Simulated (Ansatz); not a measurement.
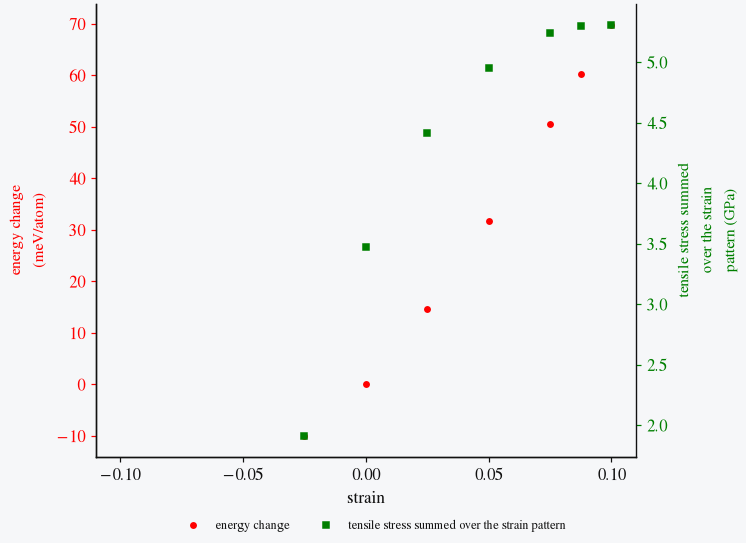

The plot gives the computed energy change and tensile stress summed over the strain pattern against strain for CuI, space group Fm-3m (No. 225).

Starting cell:
```yaml
crystal:
  lattice:
    - [0.00000, 2.86209, 2.86209]
    - [2.86209, 0.00000, 2.86209]
    - [2.86209, 2.86209, 0.00000]
  atoms:
    - { symbol: Cu, position: [0.00000, 0.00000, 0.00000] }
    - { symbol: I, position: [0.50000, 0.50000, 0.50000] }
```

How it was computed, with Ansatz 0.2.0: homogeneous strain of a crystal along one Voigt pattern with engineering shear, fractional coordinates fixed, by plane-wave density functional theory with PAW datasets, free energies less that of the undisturbed cell; scalar-relativistic. Level: PBEsol, no spin polarisation.

| setting | value |
| --- | --- |
| wave cutoff | 420 eV |
| k mesh | 14×14×14 |
| occupations | Gaussian |
| smearing width | 0.15 eV |
| k shift | (0, 0, 0) (mesh steps) |
| start | as given |
| strain pattern | (0, 1, 0, 0, 0, 0) (xx yy zz yz xz xy with engineering shear) |

The points at strain −0.1000, −0.0750 and −0.0500 are left out of the plot. What values does the calculation give there?

```tsv
strain	energy change (meV/atom)	tensile stress summed over the strain pattern (GPa)
-0.1000	19.60	-9.3
-0.0750	-4.59	-4.2
-0.0500	-12.87	-0.6
```

Caveats: reference crystal is not relaxed.
